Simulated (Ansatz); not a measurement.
A periodic structure is given below.

```xyz
4
Lattice="3.8103 0.0000 0.0000 0.0000 3.8103 0.0000 0.0000 0.0000 3.8103" Properties=species:S:1:pos:R:3 pbc="T T T"
Ru    0.0000    0.0000    0.0000
Ru    0.0000    1.9051    1.9051
Ru    1.9051    0.0000    1.9051
Ru    1.9051    1.9051    0.0000
```

Question: Before looking at a picture, describe the arrangement of atoms.

Answer: The element is ruthenium. The symmetry is that of Fm-3m (No. 225), on a face-centred cubic lattice. Type of structure: face-centred cubic (Cu type). The cell holds four atoms. The coordination shell of Ru holds twelve Ru in a cuboctahedral arrangement at 2.69 Å. The bonds build a three-dimensional framework.

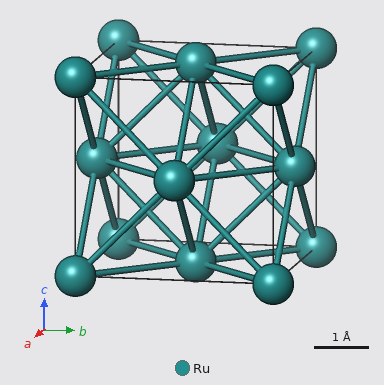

View slightly off an axis, drawn as a ball-and-stick model. One conventional unit cell is framed, with atoms on its boundary repeated. Colours: ruthenium teal.

The initial geometry was a structure listed in the Materials Project, with elements exchanged, so it need not be a known form of the compound. The picture shows the end point of a geometry optimisation with DFT PBE, scalar-relativistic, plane waves, PAW (Ansatz 0.2.0).
